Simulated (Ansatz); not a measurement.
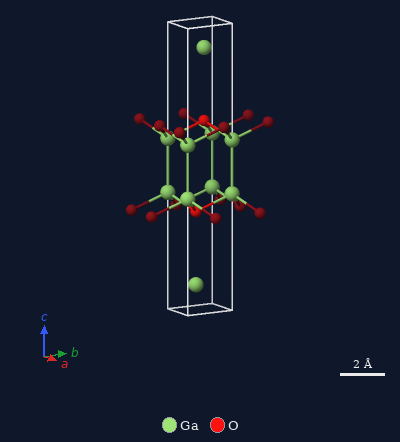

**Figure 1.** The input geometry (ball-and-stick view of the cell of the calculation, seen slightly off an axis; neighbours outside the cell are drawn fainter).

## Phonon calculation of Ga$_{2}$O

System: Ga$_{2}$O (P-3m1, 6 atoms in the cell).
Method: DFT PBE, scalar-relativistic, plane waves, PAW, no spin polarisation (Ansatz 0.2.0).

It belongs to a series of runs on one base structure; here: zone-centre phonons and field response.

Input:
```yaml
crystal:
  lattice:
    - [3.0552007146, 0.0, 0.0]
    - [-1.5276003573, 2.6458814325, 0.0]
    - [0.0, 0.0, 13.39748682]
  atoms:
    - { symbol: Ga, position: [0.0, 0.0, 0.4059439932] }
    - { symbol: Ga, position: [0.0, 0.0, 0.5940560068] }
    - { symbol: Ga, position: [0.6666666667, 0.3333333333, 0.0937134107] }
    - { symbol: Ga, position: [0.3333333333, 0.6666666667, 0.9062865893] }
    - { symbol: O, position: [0.6666666667, 0.3333333333, 0.3481275516] }
    - { symbol: O, position: [0.3333333333, 0.6666666667, 0.6518724484] }
basis:
  ecutwfc: 420
kpoints:
  mp_grid: { grid: [12, 12, 4] }
hamiltonian:
  xc: pbe
scf:
  occupations: { method: fermi_dirac, width: 0.15 }
output:
  eigenvalues: true
phonons:
  method: dfpt
  eigenvectors: true
```

Hardware: 2 threads of Intel Xeon (Granite Rapids), 176 GiB of memory available, shared host.

Command:
```bash
ansatz run input.yaml --threads 2 --pin off --max-ram 6144MiB --backend cpu --events-out ev --progress --plain --runs-dir out
```

What the program printed:
```
band count auto-derived: 40 (N_el = 64.0; filled up to band 32; 39 by the electrons, moments and atoms)
Engine: ansatz 0.2.0, x86_64-unknown-linux-gnu
Pseudopotentials: kind: paw
Pseudopotential: Ga, paw, valence charge 13, recommended cutoff 420 eV (normal), Ga.paw.azcp
Pseudopotential: O, paw, valence charge 6, recommended cutoff 420 eV (normal), O.paw.azcp
Functional definition: PBE
  parameter kappa = 0.804
  parameter beta = 0.06672455060314922
  exchange = pbe_x(kappa = kappa, mu = beta*pi^2/3)
  correlation = pbe_c(beta = beta)
Crystal: 6 atoms, lattice volume = 108.301 Å³
Basis set: ecut = 420 eV, 2061 PW (Γ), exchange–correlation on 48×48×180 points (8 copies of the dense FFT grid, shifted against one another)
Bands: 40, of which v1, the nominal top of the filled ones, is band 32 counted from 1 (31 counted from 0)
Symmetry: 12 space group operations
k-points: 164 of 576 (irreducible under 2 space group operations, time reversal used)
Non-local potential: Ga, projectors of the file, l = 0: 2, l = 1: 2, l = 2: 3, l = 3: 1
Non-local potential: O, projectors of the file, l = 0: 2, l = 1: 2, l = 2: 1
PAW form: soft (Blöchl's): semilocal exchange-correlation on the pseudo side does not see the compensation charge
PAW one-centre angular grid: Ga, 590 points (default); XC on 64 Gauss nodes
PAW one-centre angular grid: O, 110 points (default); XC on 64 Gauss nodes
Initial density: superposition of atomic densities (neutral atoms: chi_scale 0, normalization atom), corrected by the library's trained network
Initial wavefunctions: pseudopotential atomic-orbital guess
Functional: x = pbe(κ = 0.804, μ = 0.2195149727645171), c = pbe(β = 0.06672455060314922)
SCF iter   1: F=—  HF=-16267.258841 eV  |F-HF|=—  |Δ(HF+E_count)|=         —  Δρ=5.35e-3  dr2=7.36e-2  ethr=1.77e-3  ⟨swp⟩=5.3  Hψ=23792  notcnv=0  defer=14
preconditioner: auto → LDOS  [metal: Δε(μ)=0.116 eV  Ē_g=16.169 eV  σ=0.150 eV  W_gap=0.19  n_scr=28 (ndim 8)  ℏωp=28.5 eV  f_vac=0.110  D(μ)=1.13/eV (n_scr^D=4)  β→1.0]
SCF iter   2: F=—  HF=-16267.265082 eV  |F-HF|=—  |Δ(HF+E_count)|=   6.24e-3  Δρ=8.40e-3  dr2=8.38e-2  ethr=1.15e-4  ⟨swp⟩=2.0  Hψ=14274  notcnv=0  defer=24
SCF iter   3: F=—  HF=-16267.249814 eV  |F-HF|=—  |Δ(HF+E_count)|=   1.53e-2  Δρ=3.61e-3  dr2=1.78e-2  ethr=1.15e-4  ⟨swp⟩=2.0  Hψ=13055  notcnv=0  defer=24
SCF iter   4: F=—  HF=-16267.245911 eV  |F-HF|=—  |Δ(HF+E_count)|=   3.90e-3  Δρ=8.66e-4  dr2=7.21e-4  ethr=2.78e-5  ⟨swp⟩=2.0  Hψ=8223  notcnv=0  defer=19
SCF iter   5: F=—  HF=-16267.245758 eV  |F-HF|=—  |Δ(HF+E_count)|=   1.52e-4  Δρ=1.10e-4  dr2=1.55e-5  ethr=1.13e-6  ⟨swp⟩=2.0  Hψ=8980  notcnv=0  defer=19
SCF iter   6: F=—  HF=-16267.245760 eV  |F-HF|=—  |Δ(HF+E_count)|=   1.20e-6  Δρ=2.17e-5  dr2=4.63e-7  ethr=2.42e-8  ⟨swp⟩=3.0  Hψ=12498  notcnv=0  defer=19
SCF iter   7: F=—  HF=-16267.245760 eV  |F-HF|=—  |Δ(HF+E_count)|=   2.46e-8  Δρ=7.16e-6  dr2=4.08e-8  ethr=7.23e-10  ⟨swp⟩=2.0  Hψ=9893  notcnv=0  defer=13
SCF iter   8: F=—  HF=-16267.245760 eV  |F-HF|=—  |Δ(HF+E_count)|=   2.08e-8  Δρ=1.68e-6  dr2=4.22e-9  ethr=6.38e-11  ⟨swp⟩=2.0  Hψ=9899  notcnv=0  defer=13
SCF iter   9: F=—  HF=-16267.245760 eV  |F-HF|=—  |Δ(HF+E_count)|=   3.20e-9  Δρ=4.20e-7  dr2=1.61e-10  ethr=6.59e-12  ⟨swp⟩=2.5  Hψ=9942  notcnv=0  defer=13
SCF iter  10: F=—  HF=-16267.245760 eV  |F-HF|=—  |Δ(HF+E_count)|=  2.96e-10  Δρ=1.23e-7  dr2=2.24e-11  ethr=1.00e-12  ⟨swp⟩=2.0  Hψ=7762  notcnv=0  defer=13
SCF iter  11: F=-16267.245760 eV  HF=-16267.245760 eV  |F-HF|=1.09e-11  |Δ(HF+E_count)|=  2.55e-11  Δρ=3.40e-8  dr2=8.73e-13  ethr=1.00e-12  ⟨swp⟩=6.6  Hψ=26770  notcnv=0
SCF 1 converged in 11 iterations: F = -16267.245760 eV  dr2 = 8.73e-13
  greatest PAW one-centre occupation: 0.996 electrons in one spin orbital (limit 2), on the Ga atom at site 1 (counted from 0), in its partial waves of l = 2
```

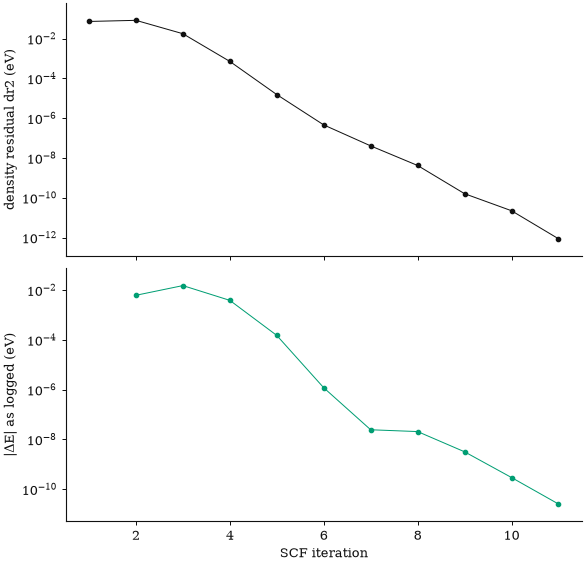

**Figure 2.** Convergence of the self-consistent field: density residual dr2 and size of the energy change against the SCF iteration. The residual falls almost steadily, with no more than small rises.

```
DFPT response loops at Γ: preconditioner auto → Kerker (q_TF=auto, 2.499 Å⁻¹) (partly filled bands, converged f_vac=0.114); β = 1.00, the filter's whole step (`scf.mixing.beta` (0.50) is not read by the response loops under this deck's `scf.mixing.preconditioner`; to damp them name `kerker` or `kerker_dos`, under which they read `scf.mixing.beta`, and type it under 1.00, their step now; both keys bind the ground state too); Broyden in place of MSR1
SCF converged after 11 iterations
Free energy (F): -16267.245760 eV
Harris-Foulkes:  -16267.245760 eV  (|F-HF|=1.09e-11)
Internal energy: -16267.156980 eV  (E = F + TS)
E sigma→0 (E₀):  -16267.201370 eV
Entropy (-TS):   -0.088780 eV (-14.797 meV/atom)
Fermi energy:    7.360341 eV
--- Per-component energies (eV) ---
  E_band       = -319.371350
  E_kinetic    = 807.208117
  E_local      = -10041.245919  (includes V_loc(G=0)·N_el)
  E_nonlocal   = 1795.554084
  E_hartree    = 4624.771099
  E_xc         = -421.192630
  E_vxc        = -416.178386  (∫ρ·V_xc dr)
  E_paw        = -8270.168023  (= ΣΔE_a)
  E_vpaw       = -1714.255956  (= ΣTr[D̂ρ^β])
  E_aug_tail   = 0.004538  (compensation charges beyond the density's cutoff)
  E_ewald      = -4762.088245
  E_smearing   = -0.088780  (= −TS)
  E_closure    = 0.000000  (closes the sum)
  Σ components = -16267.245760   (vs F -16267.245760, Δ=0.00e0)
--- Band table (eV; the first three rows and the last of 164) ---
  k-point 0: bands = ["-13.5486", "-13.4889", "-8.4698", "-8.4698", "-8.4603", "-8.4603", "-8.3663", "-8.1997", "-8.1997", "-8.0805", "-8.0805", "-8.0217", "-7.5414", "-7.5154", "-7.4620", "-7.4620", "-7.4592", "-7.4592", "-7.3948", "-7.3948", "-7.3472", "-7.3472", "-2.2399", "-1.6071", "0.3501", "1.6569", "3.2713", "3.2713", "3.2974", "3.2974", "4.1608", "6.0060", "6.7592", "9.9424", "10.7422", "14.5216", "15.7223", "16.0564", "16.0564", "17.2655"]
  k-point 1: bands = ["-13.5486", "-13.4889", "-8.4698", "-8.4698", "-8.4603", "-8.4603", "-8.3663", "-8.1997", "-8.1997", "-8.0805", "-8.0805", "-8.0217", "-7.5414", "-7.5154", "-7.4620", "-7.4620", "-7.4592", "-7.4592", "-7.3948", "-7.3948", "-7.3472", "-7.3472", "-2.2349", "-1.6195", "0.3899", "1.5914", "3.2711", "3.2711", "3.2971", "3.2971", "4.2947", "5.7136", "7.0035", "9.7242", "10.9688", "14.2137", "16.0563", "16.0563", "16.1395", "17.2659"]
  k-point 2: bands = ["-13.5486", "-13.4889", "-8.4698", "-8.4698", "-8.4603", "-8.4603", "-8.3663", "-8.1997", "-8.1997", "-8.0805", "-8.0805", "-8.0217", "-7.5415", "-7.5154", "-7.4620", "-7.4620", "-7.4592", "-7.4592", "-7.3948", "-7.3948", "-7.3472", "-7.3472", "-2.2297", "-1.6317", "0.4331", "1.5248", "3.2710", "3.2710", "3.2968", "3.2968", "4.4632", "5.4510", "7.1882", "9.5508", "11.1516", "13.9777", "16.0562", "16.0562", "16.5347", "17.2663"]
  k-point 163: bands = ["-12.9376", "-12.9309", "-8.3817", "-8.3578", "-8.3340", "-8.2415", "-8.2414", "-8.1932", "-8.1258", "-7.9799", "-7.7048", "-7.6104", "-7.5099", "-7.5096", "-7.4811", "-7.4448", "-7.4408", "-7.4107", "-7.3821", "-7.3760", "-7.3344", "-7.3062", "-1.1758", "-0.6217", "1.0650", "1.1790", "1.8147", "2.1272", "2.7124", "4.2905", "5.0938", "7.1287", "7.9561", "9.1106", "9.4635", "10.2615", "10.4669", "10.5628", "11.4266", "13.0502"]
--- Phonons (Γ-DFPT): 6 representative perturbations + reference, on 164 of 576 k-points (Σ response iterations 23) ---
  k mesh reduced under 2 symmetry operations, with k and −k counted as one. Each operation leaves every solved perturbation unchanged. A smaller set is not used because it would not reduce the number of displacements times k-points to solve
  ASR residual: 2.618e-4 → 0.000e0 eV/Å²; symmetrization residual: 6.739e-5 eV/Å²
  ASR residual per site (eV/Å²): 4.06e-5 4.06e-5 3.18e-5 3.18e-5 2.62e-4 2.62e-4
  Γ frequencies (cm⁻¹): 0.00 0.00 0.00 14.24 14.24 18.06 28.12 28.12 73.05 73.05 100.63 187.00 437.84 456.16 456.16 458.03 458.03 483.94
  non-analytic LO–TO correction: not included (Born effective charges unavailable; polar crystals: no LO–TO splitting at Γ)
```

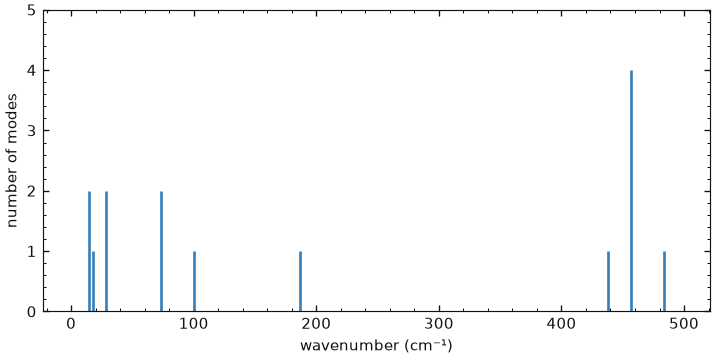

**Figure 3.** Optical phonons at the zone centre (no LO–TO term); neighbouring modes closer than 3 cm⁻¹ are counted in one stick. 15 modes from 14 to 484 cm⁻¹, none imaginary.

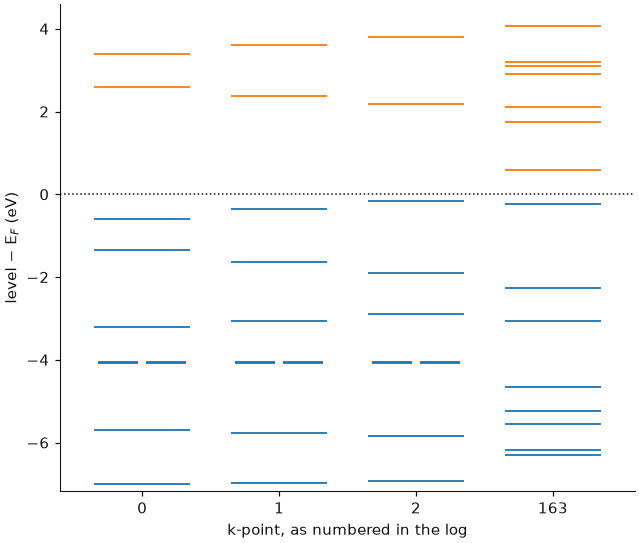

**Figure 4.** Kohn–Sham levels near the Fermi level (dotted) at the few k-points that the log prints; levels within 0.02 eV of each other stand side by side. The system is metallic on the full mesh.

Key numbers:

| quantity | value |
| --- | --- |
| outcome | converged |
| space group (tolerance 0.01 Å) | P-3m1 (164) |
| electrons treated | 64 |
| free energy | −16267.2458 eV |
| Fermi energy | 7.360 eV |
| gap on the k-point mesh | none (metallic) |
| wall time | 3.9 min (CPU time 7.3 min) |
| peak memory | 2.4 GiB |

Remarks:

Results for this metal are sensitive to the k-point mesh.
